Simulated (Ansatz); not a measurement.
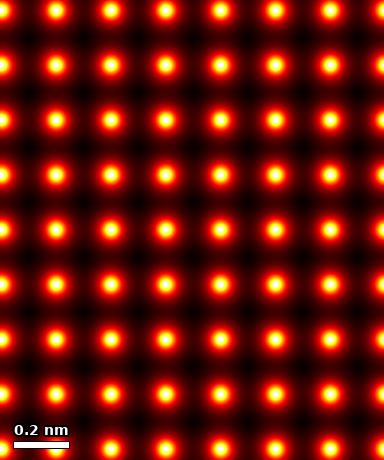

Projected-potential map of W. Computed as the sum of neutral-atom potentials (tabulated electron scattering factors, B = 0.8 Å²) projected along the beam and smoothed by 0.25 Å; brighter is more positive. The display is stretched by a gamma of 0.7; percentages refer to the linear signal.

**What two-dimensional lattice does the image show, and how large is its cell?**

The pattern repeats on a square net with a repeat of 2.0 Å.

**What is the plane group of the image?**

p4mm: fourfold points with mirror lines through them along the axes and the diagonals.

**How many columns does the smallest repeating cell hold, and how many levels of brightness?**

1 column in the primitive cell of 4.0 Å², all of one brightness.

The crystal is W (Fm-3m, No. 225) seen along [001]. Atomic positions: the geometry given to an electronic-structure calculation, possibly off equilibrium; the starting structure was generated, so it need not be a known form of this composition.
